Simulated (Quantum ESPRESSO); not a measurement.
Band-structure run of CdSe

The run: band-structure run of CdSe (2 atoms in the cell). Method and program: Kohn-Sham DFT of a periodic cell, r2SCAN, SG15 PBE 1.2, no spin polarisation (Quantum ESPRESSO 7.5).

The structure derives from a Materials Project entry.

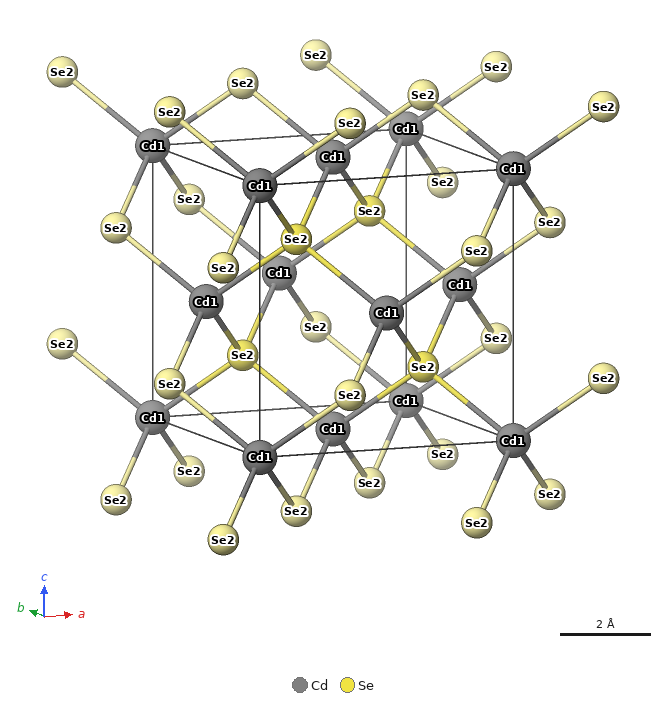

The input geometry (ball-and-stick view of the cell 4 times as large as that of the calculation, set on its symmetry axes, seen slightly off an axis; neighbours outside the cell are drawn fainter; atoms are numbered from 1 in the order of the input). Near neighbours in the crystal (not all of them lie inside the picture): Cd has 4 Se at 2.66 Å; Se has 4 Cd at 2.66 Å.

**Input file**
```
&CONTROL
  calculation = 'scf'
  prefix = 'pwscf'
  outdir = './tmp'
  pseudo_dir = './pseudo'
  tprnfor = .true.
  tstress = .true.
  disk_io = 'low'
/
&SYSTEM
  ibrav = 0
  nat = 2
  ntyp = 2
  ecutwfc = 70
  nbnd = 20
  input_dft = 'r2scan'
  occupations = 'smearing'
  smearing = 'fd'
  degauss = 0.00367493
  nosym = .true.
/
&ELECTRONS
  conv_thr = 1d-08
  electron_maxstep = 120
  mixing_beta = 0.5
/
ATOMIC_SPECIES
Cd   112.4140 Cd_ONCV_PBE-1.2.upf
Se    78.9710 Se_ONCV_PBE-1.2.upf
CELL_PARAMETERS angstrom
   0.0000000000    3.0702711986    3.0702711986
   3.0702711986    0.0000000000    3.0702711986
   3.0702711986    3.0702711986    0.0000000000
ATOMIC_POSITIONS crystal
Cd     0.0000000000    0.0000000000    0.0000000000
Se     0.2500000000    0.2500000000    0.2500000000
K_POINTS automatic
6 6 6 0 0 0
```

**File bands.in**
```
&CONTROL
  calculation = 'bands'
  prefix = 'pwscf'
  outdir = './tmp'
  pseudo_dir = './pseudo'
  disk_io = 'low'
  verbosity = 'high'
/
&SYSTEM
  ibrav = 0
  nat = 2
  ntyp = 2
  ecutwfc = 70
  nbnd = 20
  input_dft = 'r2scan'
  occupations = 'smearing'
  smearing = 'fd'
  degauss = 0.00367493
  nosym = .true.
/
&ELECTRONS
  conv_thr = 1d-08
  electron_maxstep = 120
  mixing_beta = 0.5
  diago_full_acc = .true.
  startingwfc = 'random'
/
ATOMIC_SPECIES
Cd   112.4140 Cd_ONCV_PBE-1.2.upf
Se    78.9710 Se_ONCV_PBE-1.2.upf
CELL_PARAMETERS angstrom
   0.0000000000    3.0702711986    3.0702711986
   3.0702711986    0.0000000000    3.0702711986
   3.0702711986    3.0702711986    0.0000000000
ATOMIC_POSITIONS crystal
Cd     0.0000000000    0.0000000000    0.0000000000
Se     0.2500000000    0.2500000000    0.2500000000
K_POINTS crystal
60
 0.0000000000  0.0000000000  0.0000000000 1
 0.0625000000  0.0000000000  0.0625000000 1
 0.1250000000  0.0000000000  0.1250000000 1
 0.1875000000  0.0000000000  0.1875000000 1
 0.2500000000  0.0000000000  0.2500000000 1
 0.3125000000  0.0000000000  0.3125000000 1
 0.3750000000  0.0000000000  0.3750000000 1
 0.4375000000  0.0000000000  0.4375000000 1
 0.5000000000  0.0000000000  0.5000000000 1
 0.5000000000  0.0625000000  0.5625000000 1
 0.5000000000  0.1250000000  0.6250000000 1
 0.5000000000  0.1875000000  0.6875000000 1
 0.5000000000  0.2500000000  0.7500000000 1
 0.4375000000  0.3125000000  0.7500000000 1
 0.3750000000  0.3750000000  0.7500000000 1
 0.3375000000  0.3375000000  0.6750000000 1
 0.3000000000  0.3000000000  0.6000000000 1
 0.2625000000  0.2625000000  0.5250000000 1
 0.2250000000  0.2250000000  0.4500000000 1
 0.1875000000  0.1875000000  0.3750000000 1
 0.1500000000  0.1500000000  0.3000000000 1
 0.1125000000  0.1125000000  0.2250000000 1
 0.0750000000  0.0750000000  0.1500000000 1
 0.0375000000  0.0375000000  0.0750000000 1
 0.0000000000  0.0000000000  0.0000000000 1
 0.0625000000  0.0625000000  0.0625000000 1
 0.1250000000  0.1250000000  0.1250000000 1
 0.1875000000  0.1875000000  0.1875000000 1
 0.2500000000  0.2500000000  0.2500000000 1
 0.3125000000  0.3125000000  0.3125000000 1
 0.3750000000  0.3750000000  0.3750000000 1
 0.4375000000  0.4375000000  0.4375000000 1
 0.5000000000  0.5000000000  0.5000000000 1
 0.5250000000  0.4500000000  0.5250000000 1
 0.5500000000  0.4000000000  0.5500000000 1
 0.5750000000  0.3500000000  0.5750000000 1
 0.6000000000  0.3000000000  0.6000000000 1
 0.6250000000  0.2500000000  0.6250000000 1
 0.5833333333  0.2500000000  0.6666666667 1
 0.5416666667  0.2500000000  0.7083333333 1
 0.5000000000  0.2500000000  0.7500000000 1
 0.5000000000  0.2857142857  0.7142857143 1
 0.5000000000  0.3214285714  0.6785714286 1
 0.5000000000  0.3571428571  0.6428571429 1
 0.5000000000  0.3928571429  0.6071428571 1
 0.5000000000  0.4285714286  0.5714285714 1
 0.5000000000  0.4642857143  0.5357142857 1
 0.5000000000  0.5000000000  0.5000000000 1
 0.4821428571  0.4821428571  0.5357142857 1
 0.4642857143  0.4642857143  0.5714285714 1
 0.4464285714  0.4464285714  0.6071428571 1
 0.4285714286  0.4285714286  0.6428571429 1
 0.4107142857  0.4107142857  0.6785714286 1
 0.3928571429  0.3928571429  0.7142857143 1
 0.3750000000  0.3750000000  0.7500000000 1
 0.6250000000  0.2500000000  0.6250000000 1
 0.5937500000  0.1875000000  0.5937500000 1
 0.5625000000  0.1250000000  0.5625000000 1
 0.5312500000  0.0625000000  0.5312500000 1
 0.5000000000  0.0000000000  0.5000000000 1
```

Launched with:
```bash
OMP_NUM_THREADS=1 pw.x -in pw.in > pw.out
OMP_NUM_THREADS=1 pw.x -in bands.in > bands.out
```

**Log**
```
This program is part of the open-source Quantum ESPRESSO suite
     for quantum simulation of materials; please cite
         "P. Giannozzi et al., J. Phys.:Condens. Matter 21 395502 (2009);
         "P. Giannozzi et al., J. Phys.:Condens. Matter 29 465901 (2017);
         "P. Giannozzi et al., J. Chem. Phys. 152 154105 (2020);
          URL
     in publications or presentations arising from this work. More details at

     IMPORTANT: XC functional enforced from input :
     Exchange-correlation= R2SCAN
                           (   0   0   0   0   0 497 498)
     Any further DFT definition will be discarded
     Please, verify this is what you really want

     G-vector sticks info
     --------------------
     sticks:   dense  smooth     PW     G-vecs:    dense   smooth      PW
     Sum        1285    1285    379                30923    30923    5029

     Using Slab Decomposition

     bravais-lattice index     =            0
     lattice parameter (alat)  =       8.2052  a.u.
     unit-cell volume          =     390.6221 (a.u.)^3
     number of atoms/cell      =            2
     number of atomic types    =            2
     number of electrons       =        26.00
     number of Kohn-Sham states=           20
     kinetic-energy cutoff     =      70.0000  Ry
     charge density cutoff     =     280.0000  Ry
     scf convergence threshold =      1.0E-08
     mixing beta               =       0.5000
     number of iterations used =            8  plain     mixing
     Exchange-correlation= R2SCAN
                           (   0   0   0   0   0 497 498)

     celldm(1)=   8.205227  celldm(2)=   0.000000  celldm(3)=   0.000000
     celldm(4)=   0.000000  celldm(5)=   0.000000  celldm(6)=   0.000000

     crystal axes: (cart. coord. in units of alat)
               a(1) = (   0.000000   0.707107   0.707107 )
               a(2) = (   0.707107   0.000000   0.707107 )
               a(3) = (   0.707107   0.707107   0.000000 )

     reciprocal axes: (cart. coord. in units 2 pi/alat)
               b(1) = ( -0.707107  0.707107  0.707107 )
               b(2) = (  0.707107 -0.707107  0.707107 )
               b(3) = (  0.707107  0.707107 -0.707107 )

     PseudoPot. # 1 for Cd read from file:
     Cd_ONCV_PBE-1.2.upf
     Pseudo is Norm-conserving, Zval = 20.0
     Generated using ONCVPSP code by D. R. Hamann
     Using radial grid of  602 points,  6 beta functions with:
                l(1) =   0
                l(2) =   0
                l(3) =   1
                l(4) =   1
                l(5) =   2
                l(6) =   2

     PseudoPot. # 2 for Se read from file:
     Se_ONCV_PBE-1.2.upf
     Pseudo is Norm-conserving, Zval =  6.0
     Generated using ONCVPSP code by D. R. Hamann
     Using radial grid of  602 points,  6 beta functions with:
                l(1) =   0
                l(2) =   0
                l(3) =   1
                l(4) =   1
                l(5) =   2
                l(6) =   2

     atomic species   valence    mass     pseudopotential
     Cd               20.00   112.41400     Cd( 1.00)
     Se                6.00    78.97100     Se( 1.00)

     No symmetry found

   Cartesian axes

     site n.     atom                  positions (alat units)
         1        Cd     tau(   1) = (   0.0000000   0.0000000   0.0000000  )
         2        Se     tau(   2) = (   0.3535534   0.3535534   0.3535534  )

     number of k points=   112  Fermi-Dirac smearing, width (Ry)=  0.0037

     Number of k-points >= 100: set verbosity='high' to print them.

     Dense  grid:    30923 G-vectors     FFT dimensions: (  45,  45,  45)

     WARNING: libxc functional with ID  497 depends
      on external parameters: check the user_guide of
      QE if you need to modify them or to check their
      default values.

     WARNING: libxc functional with ID  498 depends
      on external parameters: check the user_guide of
      QE if you need to modify them or to check their
      default values.

     Initial potential from superposition of free atoms

     starting charge      25.9476, renormalised to      26.0000
     Starting wfcs are random

     Self-consistent Calculation

     iteration #  1     ecut=    70.00 Ry     beta= 0.50
     Davidson diagonalization with overlap
     ethr =  1.00E-02,  avg # of iterations =  8.8

     total energy              =    -329.78543283 Ry
     estimated scf accuracy    <      16.92294361 Ry

     iteration #  2     ecut=    70.00 Ry     beta= 0.50
     Davidson diagonalization with overlap
     ethr =  1.00E-02,  avg # of iterations =  1.0

     total energy              =    -329.86565144 Ry
     estimated scf accuracy    <       3.43898804 Ry

     iteration #  3     ecut=    70.00 Ry     beta= 0.50
     Davidson diagonalization with overlap
     ethr =  1.00E-02,  avg # of iterations =  1.0

     total energy              =    -329.87417697 Ry
     estimated scf accuracy    <       0.09443651 Ry

     iteration #  4     ecut=    70.00 Ry     beta= 0.50
     Davidson diagonalization with overlap
     ethr =  3.63E-04,  avg # of iterations =  1.9

     total energy              =    -329.87495934 Ry
     estimated scf accuracy    <       0.00054419 Ry

     iteration #  5     ecut=    70.00 Ry     beta= 0.50
     Davidson diagonalization with overlap
     ethr =  2.09E-06,  avg # of iterations =  6.5

     total energy              =    -329.87502195 Ry
     estimated scf accuracy    <       0.00005718 Ry

     iteration #  6     ecut=    70.00 Ry     beta= 0.50
     Davidson diagonalization with overlap
     ethr =  2.20E-07,  avg # of iterations =  1.2

     total energy              =    -329.87502414 Ry
     estimated scf accuracy    <       0.00002086 Ry

     iteration #  7     ecut=    70.00 Ry     beta= 0.50
     Davidson diagonalization with overlap
     ethr =  8.02E-08,  avg # of iterations =  1.0

     total energy              =    -329.87502436 Ry
     estimated scf accuracy    <       0.00000249 Ry

     iteration #  8     ecut=    70.00 Ry     beta= 0.50
     Davidson diagonalization with overlap
     ethr =  9.59E-09,  avg # of iterations =  1.0

     total energy              =    -329.87502443 Ry
     estimated scf accuracy    <       0.00000001 Ry

     iteration #  9     ecut=    70.00 Ry     beta= 0.50
     Davidson diagonalization with overlap
     ethr =  5.55E-11,  avg # of iterations =  2.0

     End of self-consistent calculation

     Number of k-points >= 100: set verbosity='high' to print the bands.

     the Fermi energy is     6.9886 ev

!    total energy              =    -329.87502443 Ry
     estimated scf accuracy    <          8.9E-09 Ry
     smearing contrib. (-TS)   =      -0.00000027 Ry
     internal energy E=F+TS    =    -329.87502416 Ry

     The total energy is F=E-TS. E is the sum of the following terms:
     one-electron contribution =    -222.08180938 Ry
     hartree contribution      =     112.99496876 Ry
     xc contribution           =     -31.93303112 Ry
     ewald contribution        =    -188.85515242 Ry

     convergence has been achieved in   9 iterations

     Forces acting on atoms (cartesian axes, Ry/au):

     atom    1 type  1   force =     0.00000005   -0.00000000    0.00000006
     atom    2 type  2   force =    -0.00000005    0.00000000   -0.00000006

     Total force =     0.000000     Total SCF correction =     0.000002
     SCF correction compared to forces is large: reduce conv_thr to get better values

     Computing stress (Cartesian axis) and pressure

          total   stress  (Ry/bohr**3)                   (kbar)     P=       -0.56
  -0.00000381   0.00000000   0.00000000           -0.56        0.00        0.00
   0.00000000  -0.00000381   0.00000000            0.00       -0.56        0.00
   0.00000000   0.00000000  -0.00000381            0.00        0.00       -0.56

=------------------------------------------------------------------------------=
   JOB DONE.
=------------------------------------------------------------------------------=
```

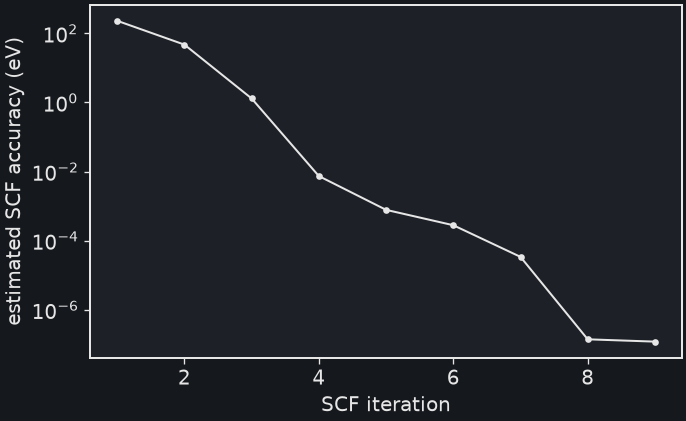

Convergence of the self-consistent field: estimated SCF accuracy against the iteration. The field takes 9 iterations in all.

**Summary**

```tsv
quantity	value
outcome	converged
space group (tolerance 0.01 Å)	F-43m (216)
electrons treated	26
free energy	−4488.1784 eV
Fermi energy of the self-consistent step	6.989 eV
gap on the k-point mesh	0.84 eV
gap on the band path	0.84 eV
pressure	−0.06 GPa
largest force (length of the vector)	under 0.001 eV/Å
hardware	1 thread of Intel Xeon @ 2.70GHz, 189 GiB of memory available, shared host
wall time	11 min
peak memory	0.21 GiB
```

Further notes kept with the run: potentials made for another functional. Notes on the run: SCF correction compared to forces is large. Points of doubt noted for this run: potentials made for another functional.
